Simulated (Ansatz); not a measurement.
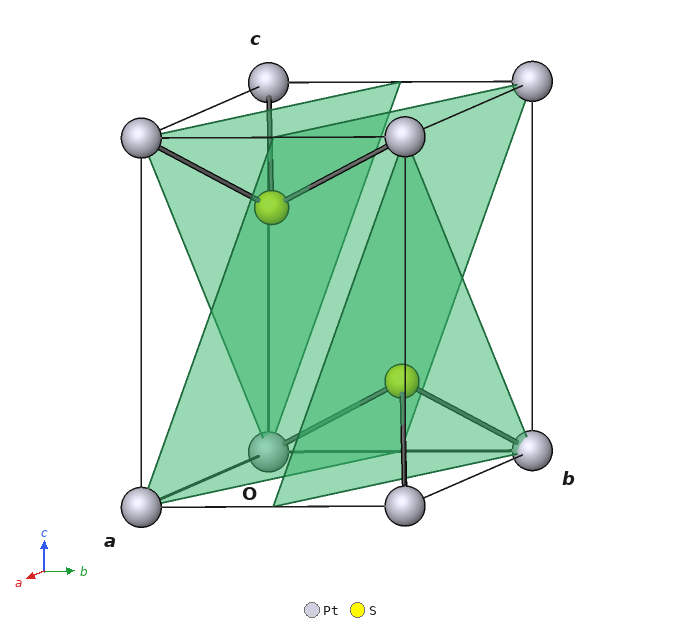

For PtS2, the input geometry of an electronic-structure calculation (not necessarily at equilibrium); the starting structure was generated, so it need not be a known form of this composition: every member of one family of equally spaced planes, hx + ky + lz = a whole number, that cuts the unit cell is shaded (one member passes through the origin O). All values are computed from the atomic coordinates in the standard setting (tolerance 0.002 Å).

a = 3.553 Å, b = 3.553 Å, c = 5.123 Å, α = 90.00°, β = 90.00°, γ = 120.00°.

Index the planes.

(1 2 −1), in four indices (1 2 −3 −1); the opposite sign names the same planes. The member next to the origin meets the axes a at 1, b at 1/2, c at −1.

What is the spacing?

d = 1.134 Å.

Which atoms of the cell lie in these planes (within 0.03 Å)?

The Pt atom.

The space group is P-3m1, No. 164. How many reflections hkl are equivalent to this one (itself included), and does it occur?

12 reflections are equivalent in the Laue class -3m. The space group allows the reflection.
